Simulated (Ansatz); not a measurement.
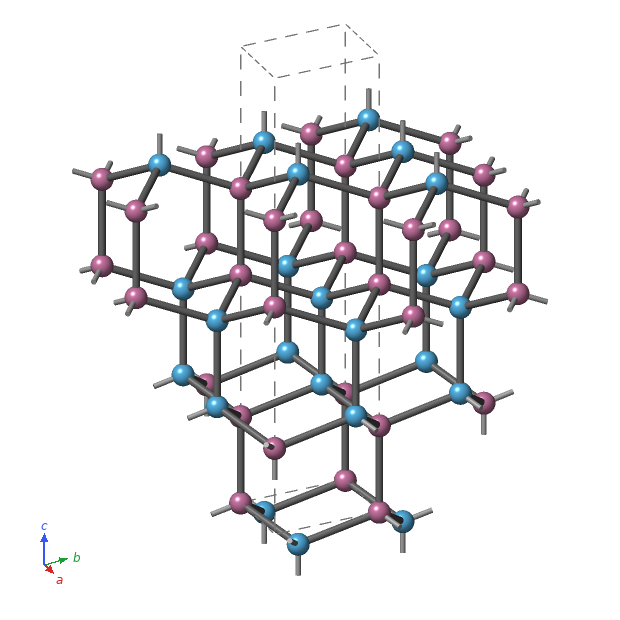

The picture shows a finite piece of the underlying net of a crystal structure, nodes on the atoms' positions. Nodes are coloured by topological kind. Short stubs are edges that leave the cut-out.

> What net is this?

A binodal (4,4)-connected, three-periodic net.

> Give point symbol and coordination sequence of each kind of node.

4-connected node: 6^6, sequence 4, 12, 24, 42, 66, 96; 4-connected node: 6^6, sequence 4, 12, 25, 44, 67, 96.

The net was derived as follows. System AlN (space group P6_3mc, No. 186); source of the atomic positions: coordinates from a relaxation with Ansatz, DFT, r2SCAN, plane waves, PAW; the starting structure was generated, so it need not be a known form of this composition. Bonds are taken as Al–N below 2.1 Å; no other contact counts. Simplification: prune 0- and 1-connected atoms, fold 2-connected ones into links. Al(2b) and N(2b) are 4-connected nodes; Al(2a) and N(2a) are 4-connected nodes, in the ratio 1:1.
